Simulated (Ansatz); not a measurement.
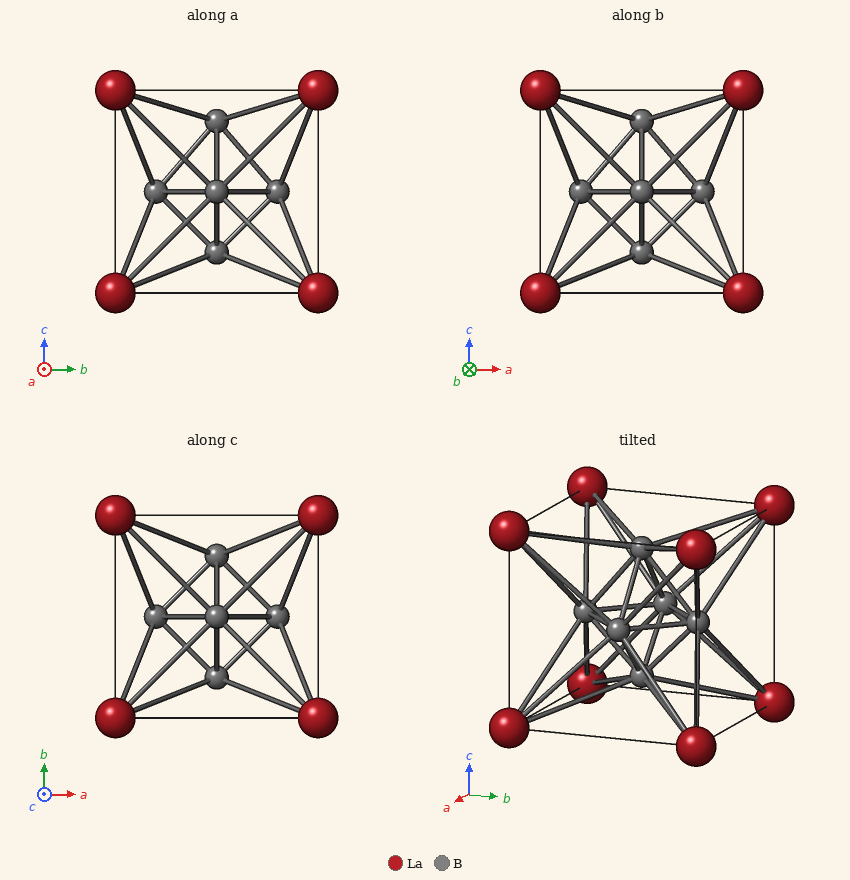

Structure drawing (ball-and-stick), viewed along the a axis, along the b axis, along the c axis and slightly off an axis. One conventional unit cell is outlined, and atoms on its boundary appear in each equivalent place.

Lattice parameters: a = 4.152 Å, b = 4.152 Å, c = 4.152 Å, α = 90.00°, β = 90.00°, γ = 90.00°. Put a along x and b in the xy plane.

**Set out the cell and atoms as a POSCAR file, with free fractional coordinates to two decimals.**

```
La B
1.0
     4.152    0.000    0.000
     0.000    4.152    0.000
     0.000    0.000    4.152
La B
1 6
Direct
  0.00 0.00 0.00
  0.50 0.20 0.50
  0.50 0.80 0.50
  0.20 0.50 0.50
  0.80 0.50 0.50
  0.50 0.50 0.20
  0.50 0.50 0.85
```

The structure was taken from a structure type known for this compound. The cell was then strained or its atoms displaced on purpose. Ansatz was used for an electronic-structure calculation on it.

At this level of theory the cell isn't at rest (forces up to 8.4 eV/Å), so its distances can differ from those at equilibrium, the more so the softer the solid.
